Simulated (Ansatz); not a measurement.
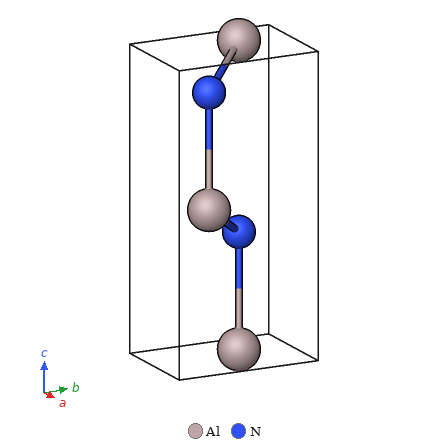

System: AlN, space group P6_3mc (No. 186). The picture shows the conventional cell.

Structure:
```yaml
crystal:
  lattice:
    - [3.11300, 0.00000, 0.00000]
    - [-1.55650, 2.69594, 0.00000]
    - [0.00000, 0.00000, 4.98100]
  atoms:
    - { symbol: Al, position: [0.66667, 0.33333, 0.50000] }
    - { symbol: Al, position: [0.33333, 0.66667, 0.00000] }
    - { symbol: N, position: [0.66667, 0.33333, 0.88000] }
    - { symbol: N, position: [0.33333, 0.66667, 0.38000] }
```

Method: plane-wave DFT, no spin polarisation; energies at scaled volumes of the given cell, shape and fractions fixed, counted from the fit's minimum, third-order Birch-Murnaghan fit (Ansatz 0.2.0). Level: PBE.

- k mesh: 10×10×6
- occupations: Fermi–Dirac
- smearing width: 0.05 eV
- potentials: JTH PAW
- wave cutoff: 1320 eV
- density cutoff: 5280 eV

What does the calculation give for the energy and pressure against volume? The volume takes the values 9.82, 10.03, 10.24, 10.45, 10.66, 10.87, 11.08 Å³/atom.

A third-order Birch–Murnaghan fit gives V0 = 10.67 Å³/atom, B0 = 195 GPa and B′ = 3.9. The energy is 46.47 meV/atom at volume 9.82 Å³/atom and 9.02 meV/atom at 11.08 Å³/atom; the lowest computed point is at volume 10.66 Å³/atom (0.00 meV/atom), and no other minimum shows. The pressure falls from 18.88 GPa at volume 9.82 Å³/atom to −6.83 GPa at 11.08 Å³/atom, and changes sign near 10.67 Å³/atom.

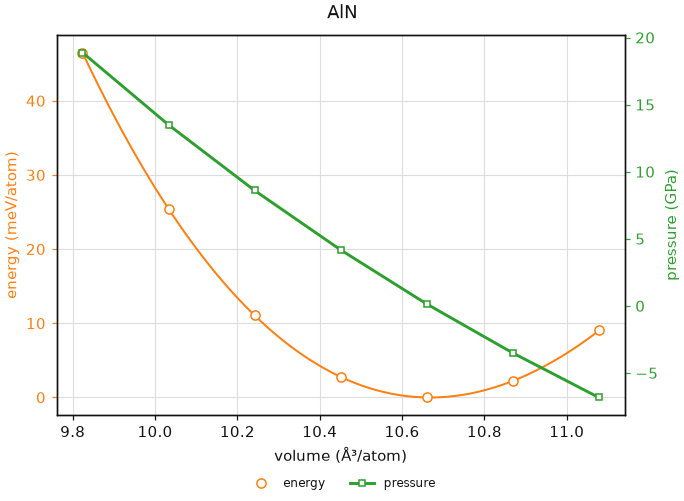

Caveats: shape and atomic fractions are frozen while scaling, which makes layered, chain and framework solids too stiff.
